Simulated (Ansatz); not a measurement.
**TiAl: density, localisation and related maps**

```yaml
crystal:
  lattice:
    - [2.82311, 2.82311, -0.02837]
    - [-2.85149, 2.85149, 0.00000]
    - [-0.02030, -0.02030, 4.05910]
  atoms:
    - { symbol: Ti, position: [0.00000, 0.00000, 0.00000] }
    - { symbol: Ti, position: [0.50000, 0.50000, 0.00000] }
    - { symbol: Al, position: [0.00000, 0.50000, 0.50000] }
    - { symbol: Al, position: [0.50000, 0.00000, 0.50000] }
```

Space group C2/m; changed on purpose from its base cell (equal xy, yz and zx shear strains of -1 %, PAW files); computed pressure about −4 GPa in this cell; computed without spin polarisation.

These are results of DFT, PBEsol, PAW with Ansatz's default frozen-core files, scalar-relativistic (Ansatz), not measurements.

In a PAW calculation such maps are meaningful between the atoms, not at the nuclei.

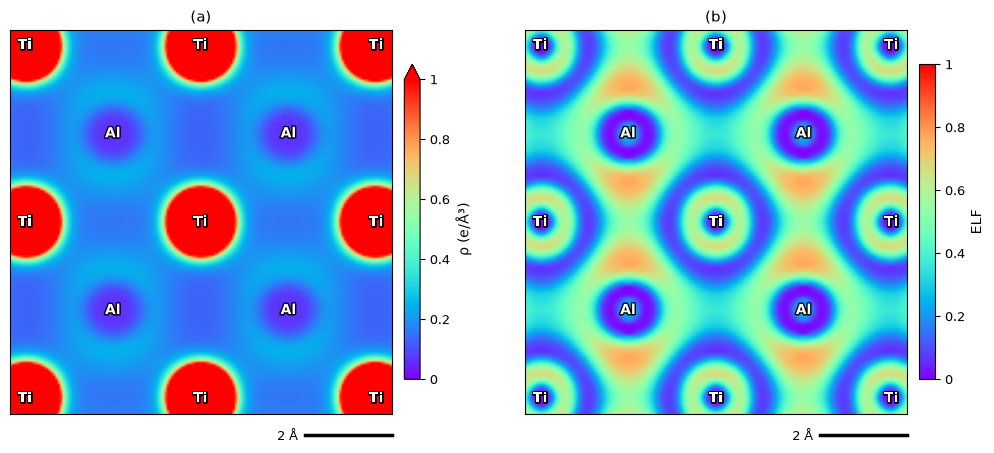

Figure 1. (a) valence charge density (pseudo); (b) ELF on the (100) plane of the conventional cell.

Interpret the plot.

Answer. The section cuts through Ti and Al sites.
Ti–Al (2.86 Å): the density is about 0.2 e/Å³ at the midpoint; the ELF is about 0.40 at the midpoint.
Between the atoms the lowest density in this plane is 0.13 e/Å³.
The features right at Ti lie inside the PAW spheres, where the map follows smoothed inner orbitals and isn't to be read closely.

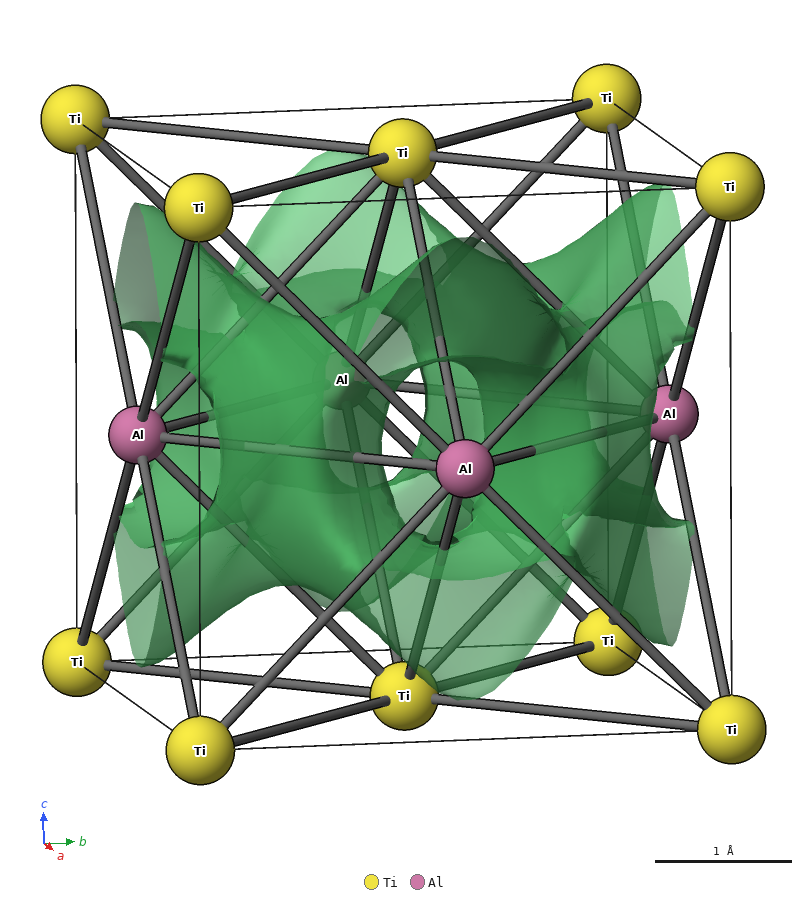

Figure 2. Isosurface of the ELF at 0.6 (green), seen slightly off an axis. Only the valence region is drawn (cores and ρ < 0.01 e/Å³ removed). Sticks mark near contacts.

Where are the electrons localised?

Answer. At this value the surface marks out sheets that run through the cell in two directions, counted in one cell of 4 atoms. Regions shared between cells count once.


Ti–Al (2.83 Å): the ELF is about 0.40 at the midpoint. Ti–Ti (2.84 Å): the ELF is about 0.30 at the midpoint.

Does the calculation make it a metal, or give it a gap?

Answer. It is metallic or semimetallic at this level of theory: no gap opens.
